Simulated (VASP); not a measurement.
Run report: GaAs, geometry relaxation (part 1 of 2)

System: GaAs (2 atoms in the cell).
Method: Kohn-Sham DFT of a periodic cell, PBE, VASP PAW PBE potentials, minimal, release 54, no spin polarisation (VASP 6.6.1).

The structure derives from an entry of the Crystallography Open Database. It belongs to a series of runs on one base structure; here: pseudo_set = minimal, release 54.

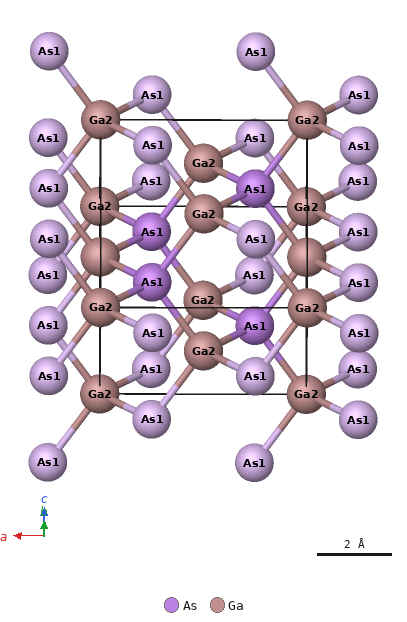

**Figure 1.** The starting structure (ball-and-stick view of the cell 4 times as large as that of the calculation, set on its symmetry axes, seen at an oblique angle; neighbours outside the cell are drawn fainter; atoms are numbered from 1 in the order of the input).

Summary:

| quantity | value |
| --- | --- |
| outcome | converged |
| space group (tolerance 0.01 Å) | F-43m (216) |
| electrons treated | 8 |
| free energy | −8.2840 eV |
| Fermi energy | 2.406 eV |
| gap on the k-point mesh | 0.15 eV |
| pressure | 0.01 GPa |
| final volume | 47.82 Å³ |
| largest force (length of the vector) at the end | under 0.001 eV/Å |
| final cell | a = 4.074 Å, b = 4.074 Å, c = 4.074 Å, α = 60.00°, β = 60.00°, γ = 60.00° |
| hardware | 1 thread of AMD EPYC (Zen 3), 1656 GiB of memory available, shared host |
| wall time | 73 s |
| peak memory | 0.24 GiB |

Notes:

The volume changed by more than 5 % on the plane waves of the start, so the result carries a basis error; a second relaxation from the end is advised.

INCAR:
```
PREC = Accurate
ENCUT = 900
EDIFF = 1E-6
ISMEAR = -1
SIGMA = 0.05
LREAL = False
LASPH = True
NELM = 60
ALGO = Fast
ISIF = 3
LWAVE = False
LCHARG = False
GGA = PE
IBRION = 2
NSW = 60
EDIFFG = -0.01
```

KPOINTS:
```
Automatic mesh
0
Gamma
  8 8 8
```

POSCAR:
```
GaAs
1.0
    0.0000000000      2.8268500000      2.8268500000
    2.8268500000      0.0000000000      2.8268500000
    2.8268500000      2.8268500000      0.0000000000
As Ga
1 1
Direct
    0.7500000000      0.7500000000      0.7500000000
    0.0000000000      0.0000000000      0.0000000000
```

Run as:
```bash
cat potpaw_PBE.54/As/POTCAR potpaw_PBE.54/Ga/POTCAR > POTCAR
mpirun -np 1 vasp_std > vasp.out
```

OSZICAR:
```
N       E                     dE             d eps       ncg     rms          rms(c)
DAV:   1     0.264128136010E+02    0.26413E+02   -0.46786E+03   464   0.129E+03
DAV:   2    -0.751966724922E+01   -0.33932E+02   -0.33055E+02   624   0.112E+02
DAV:   3    -0.842556081200E+01   -0.90589E+00   -0.90572E+00   552   0.243E+01
DAV:   4    -0.842890524565E+01   -0.33444E-02   -0.33444E-02   736   0.159E+00
DAV:   5    -0.842890642192E+01   -0.11763E-05   -0.11763E-05   536   0.263E-02    0.387E+00
RMM:   6    -0.828668898873E+01    0.14222E+00   -0.11208E-01   464   0.198E+00    0.227E+00
RMM:   7    -0.825341848991E+01    0.33270E-01   -0.10490E-01   464   0.210E+00    0.549E-01
RMM:   8    -0.825238315871E+01    0.10353E-02   -0.90394E-03   464   0.785E-01    0.633E-02
RMM:   9    -0.825251593683E+01   -0.13278E-03   -0.90608E-04   465   0.265E-01    0.484E-02
RMM:  10    -0.825258110298E+01   -0.65166E-04   -0.18903E-04   464   0.126E-01    0.133E-02
RMM:  11    -0.825257914927E+01    0.19537E-05   -0.35611E-05   464   0.524E-02    0.804E-03
RMM:  12    -0.825258029603E+01   -0.11468E-05   -0.45083E-06   397   0.199E-02    0.437E-03
RMM:  13    -0.825258022436E+01    0.71665E-07   -0.21633E-06   365   0.115E-02
   1 F= -.82525802E+01 E0= -.82525729E+01  d E =-.825258E+01
       N       E                     dE             d eps       ncg     rms          rms(c)
DAV:   1    -0.835966594575E+01   -0.10709E+00   -0.21084E+00   536   0.796E+00    0.135E+00
RMM:   2    -0.829701470568E+01    0.62651E-01   -0.61065E-02   464   0.176E+00    0.657E-01
RMM:   3    -0.828006404589E+01    0.16951E-01   -0.42666E-02   464   0.129E+00    0.167E-01
RMM:   4    -0.827872267139E+01    0.13414E-02   -0.35878E-03   464   0.511E-01    0.835E-02
RMM:   5    -0.827873797857E+01   -0.15307E-04   -0.73202E-04   464   0.202E-01    0.668E-02
RMM:   6    -0.827875438696E+01   -0.16408E-04   -0.90242E-05   464   0.830E-02    0.130E-02
RMM:   7    -0.827875005630E+01    0.43307E-05   -0.14676E-05   465   0.343E-02    0.621E-03
RMM:   8    -0.827875037130E+01   -0.31500E-06   -0.24059E-06   394   0.135E-02
   2 F= -.82787504E+01 E0= -.82784757E+01  d E =-.261701E-01
       N       E                     dE             d eps       ncg     rms          rms(c)
DAV:   1    -0.829129022649E+01   -0.12540E-01   -0.19914E-01   536   0.252E+00    0.415E-01
RMM:   2    -0.828562259205E+01    0.56676E-02   -0.53194E-03   464   0.518E-01    0.202E-01
RMM:   3    -0.828405753077E+01    0.15651E-02   -0.40124E-03   464   0.395E-01    0.566E-02
RMM:   4    -0.828395017551E+01    0.10736E-03   -0.33535E-04   464   0.157E-01    0.282E-02
RMM:   5    -0.828395203996E+01   -0.18645E-05   -0.72421E-05   464   0.632E-02    0.216E-02
RMM:   6    -0.828395071467E+01    0.13253E-05   -0.86307E-06   454   0.257E-02    0.452E-03
RMM:   7    -0.828395041925E+01    0.29542E-06   -0.13500E-06   346   0.105E-02
   3 F= -.82839504E+01 E0= -.82837766E+01  d E =-.313702E-01
```

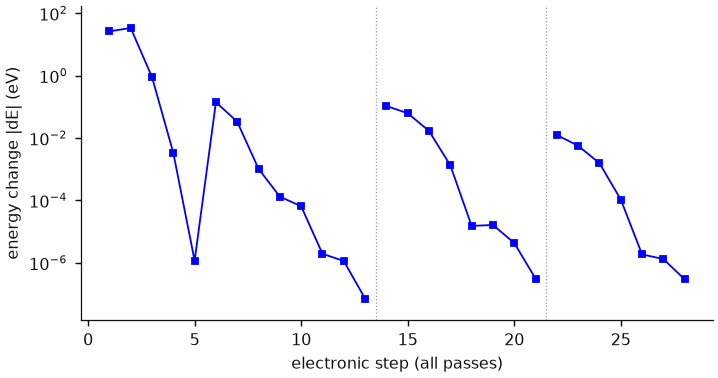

**Figure 2.** Convergence of the self-consistent field: energy change |dE| against the electronic step. Each stretch between dotted lines is the SCF of one geometry step of a relaxation. The 3 ionic steps take 7 to 13 electronic steps each. The density is held fixed in the first few steps, and dE rises again when its update begins.

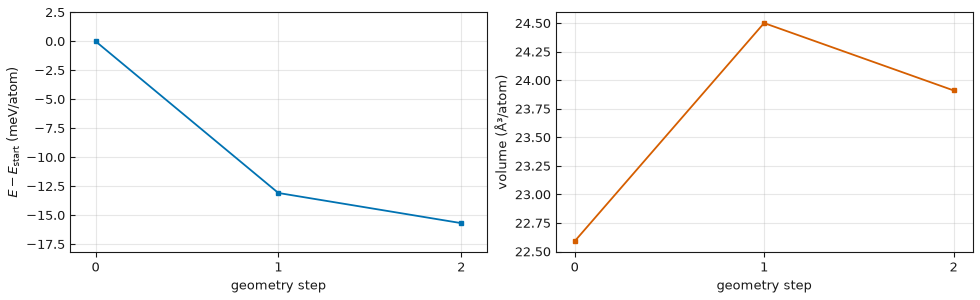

**Figure 3.** Progress of the relaxation, step by step (steps are counted from 0).

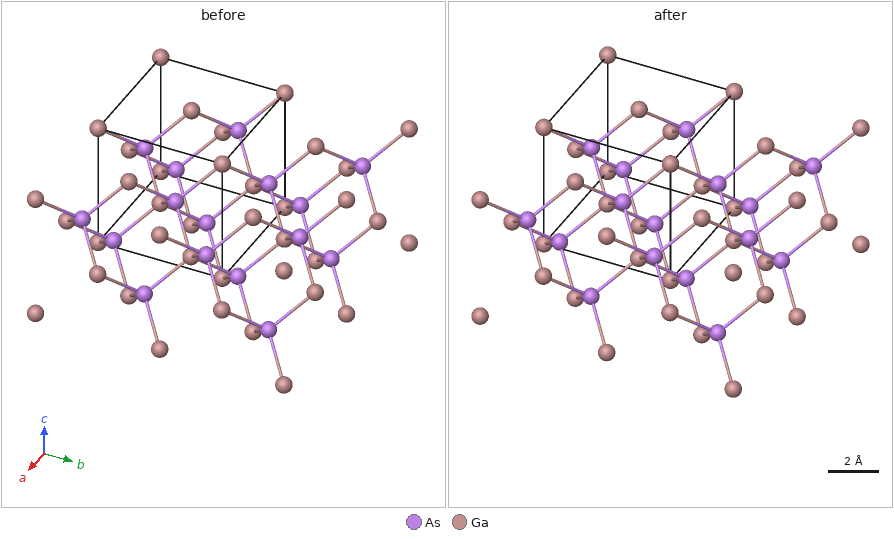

**Figure 4.** Before (left) and after (right) the relaxation, at one scale (ball-and-stick view of the cell 4 times as large as that of the calculation, set on its symmetry axes, repeated 2 × 2 × 1, seen at an oblique angle). The atoms keep their places relative to the cell (all moves are under 0.005 Å). The volume changes by +5.8 %, with a = b = c 5.654 → 5.762 Å (+1.9 %). Distances before and after: As1–Ga2 2.448 → 2.495 Å. The space group stays F-43m (No. 216). After 2 geometry steps the energy has fallen by 15.7 meV per atom. All forces vanish by symmetry, so only the cell relaxes. (Atoms are counted from 1 in the order of the input.)

Parts of OUTCAR:
```
PREC = Accurate
   ENCUT = 900
   EDIFF = 1E-6
   ISMEAR = -1
   LREAL = False
   LASPH = True
   NELM = 60
   ISIF = 3
   GGA = PE
   IBRION = 2
   NSW = 60
   EDIFFG = -0.01

 ion  position               nearest neighbor table
   1  0.750  0.750  0.750-   2 2.45   2 2.45   2 2.45   2 2.45
   2  0.000  0.000  0.000-   1 2.45   1 2.45   1 2.45   1 2.45

  LATTYP: Found a face centered cubic cell.
 ALAT       =     5.6537000000

  Lattice vectors:

 A1 = (   0.0000000000,   2.8268500000,   2.8268500000)
 A2 = (   2.8268500000,   0.0000000000,   2.8268500000)
 A3 = (   2.8268500000,   2.8268500000,   0.0000000000)

Analysis of symmetry for initial positions (statically):
=====================================================================
 Subroutine PRICEL returns:
 Original cell was already a primitive cell.

 Routine SETGRP: Setting up the symmetry group for a
 face centered cubic supercell.

 Subroutine GETGRP returns: Found 24 space group operations
 (whereof 24 operations were pure point group operations)
 out of a pool of 48 trial point group operations.

The static configuration has the point symmetry T_d .

Analysis of symmetry for dynamics (positions and initial velocities):
=====================================================================
 Subroutine PRICEL returns:
 Original cell was already a primitive cell.

 Routine SETGRP: Setting up the symmetry group for a
 face centered cubic supercell.

 Subroutine GETGRP returns: Found 24 space group operations
 (whereof 24 operations were pure point group operations)
 out of a pool of 48 trial point group operations.

The dynamic configuration has the point symmetry T_d .

 Subroutine INISYM returns: Found 24 space group operations
 (whereof 24 operations are pure point group operations),
 and found     1 'primitive' translations

----------------------------------------------------------------------------------------

                                     Primitive cell

  volume of cell :      45.1792

  direct lattice vectors                    reciprocal lattice vectors
     0.000000000  2.826850000  2.826850000    -0.176875321  0.176875321  0.176875321
     2.826850000  0.000000000  2.826850000     0.176875321 -0.176875321  0.176875321
     2.826850000  2.826850000  0.000000000     0.176875321  0.176875321 -0.176875321

  length of vectors
     3.997769609  3.997769609  3.997769609     0.306357042  0.306357042  0.306357042

  position of ions in fractional coordinates (direct lattice)
     0.750000000  0.750000000  0.750000000
     0.000000000  0.000000000  0.000000000

  ion indices of the primitive-cell ions
   primitive index   ion index
                 1           1
                 2           2

----------------------------------------------------------------------------------------

 KPOINTS: Automatic mesh

Automatic generation of k-mesh.
 Grid dimensions read from file:
 generate k-points for:    8    8    8

 Generating k-lattice:

  Cartesian coordinates                     Fractional coordinates (reciprocal lattice)
    -0.022109415  0.022109415  0.022109415     0.125000000  0.000000000  0.000000000
     0.022109415 -0.022109415  0.022109415     0.000000000  0.125000000  0.000000000
     0.022109415  0.022109415 -0.022109415     0.000000000  0.000000000  0.125000000

  Length of vectors
     0.038294630  0.038294630  0.038294630

  Shift w.r.t. Gamma in fractional coordinates (k-lattice)
     0.000000000  0.000000000  0.000000000

 Subroutine IBZKPT returns following result:
 ===========================================

 Found     29 irreducible k-points:

 Following reciprocal coordinates:
            Coordinates               Weight
  0.000000  0.000000  0.000000      1.000000
  0.125000  0.000000  0.000000      8.000000
  0.250000  0.000000  0.000000      8.000000
  0.375000  0.000000  0.000000      8.000000
  0.500000  0.000000  0.000000      4.000000
  0.125000  0.125000  0.000000      6.000000
  0.250000  0.125000  0.000000     24.000000
  0.375000  0.125000  0.000000     24.000000
  0.500000  0.125000  0.000000     24.000000
 -0.375000  0.125000  0.000000     24.000000
 -0.250000  0.125000  0.000000     24.000000
 -0.125000  0.125000  0.000000     12.000000
  0.250000  0.250000  0.000000      6.000000
  0.375000  0.250000  0.000000     24.000000
  0.500000  0.250000  0.000000     24.000000
 -0.375000  0.250000  0.000000     24.000000
 -0.250000  0.250000  0.000000     12.000000
  0.375000  0.375000  0.000000      6.000000
  0.500000  0.375000  0.000000     24.000000
 -0.375000  0.375000  0.000000     12.000000
  0.500000  0.500000  0.000000      3.000000
  0.375000  0.250000  0.125000     24.000000
  0.500000  0.250000  0.125000     48.000000
 -0.375000  0.250000  0.125000     24.000000
 [... further k-points ...]
```
